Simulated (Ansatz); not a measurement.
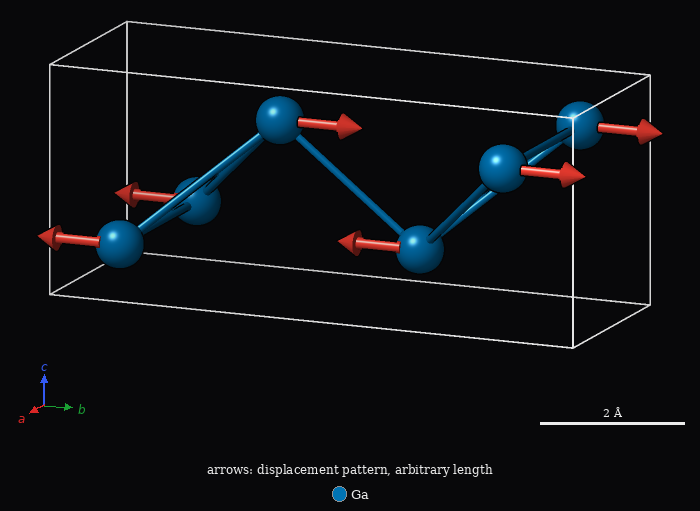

One vibrational mode of a crystal of Ga at the zone centre. The red arrows are the displacements of the atoms (eigenvector over the root of the mass), of arbitrary overall length and sign. A ball-and-stick model of the conventional cell (2 times the calculation's cell), seen slightly off an axis. Lengths and directions refer to the drawn axes.

The calculation used DFT PBEsol, scalar-relativistic, plane waves, PAW (Ansatz 0.2.0). (plane-wave cutoff 420 eV; k-point mesh 16 × 16 × 14; occupations fermi dirac; smearing width 0.15 eV; no spin polarisation)

The frequencies depend somewhat on the k-mesh and the smearing.

Q: What mode is this, and where does it lie in the spectrum?

A: This is the A_g mode at 190 cm⁻¹, the highest optical level, Raman-active by symmetry. All motion is along b; atoms of one kind move against one another, with no net shift of their sublattice.
